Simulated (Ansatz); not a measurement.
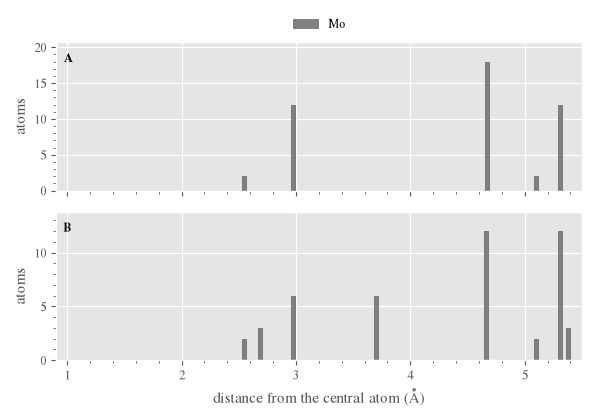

Neighbour shells computed from the structure of Mo: each bar gives the number of atoms of one element at one distance (within 0.03 Å) from a central atom. It is based on the input geometry of an electronic-structure calculation (not necessarily at equilibrium); the starting structure was generated, so it need not be a known form of this composition.

```
a = 4.655 Å, b = 4.655 Å, c = 2.548 Å, α = 90.00°, β = 90.00°, γ = 120.00°
Mo1  0.0000  0.0000  0.0000
Mo2  0.3333  0.6667  0.5000
Mo3  0.6667  0.3333  0.5000
```

**Which atom of the list is the centre of each panel?**

panel A: Mo1; panel B: Mo2 (or an equivalent site: Mo3).

**List the closest shells (up to six) of each central atom.**

Panel A: 2 Mo at 2.55 Å, 12 Mo at 2.97 Å, 18 Mo at 4.67 Å, 2 Mo at 5.10 Å, 12 Mo at 5.31 Å
Panel B: 2 Mo at 2.55 Å, 3 Mo at 2.69 Å, 6 Mo at 2.97 Å, 6 Mo at 3.70 Å, 12 Mo at 4.66 Å, 2 Mo at 5.10 Å
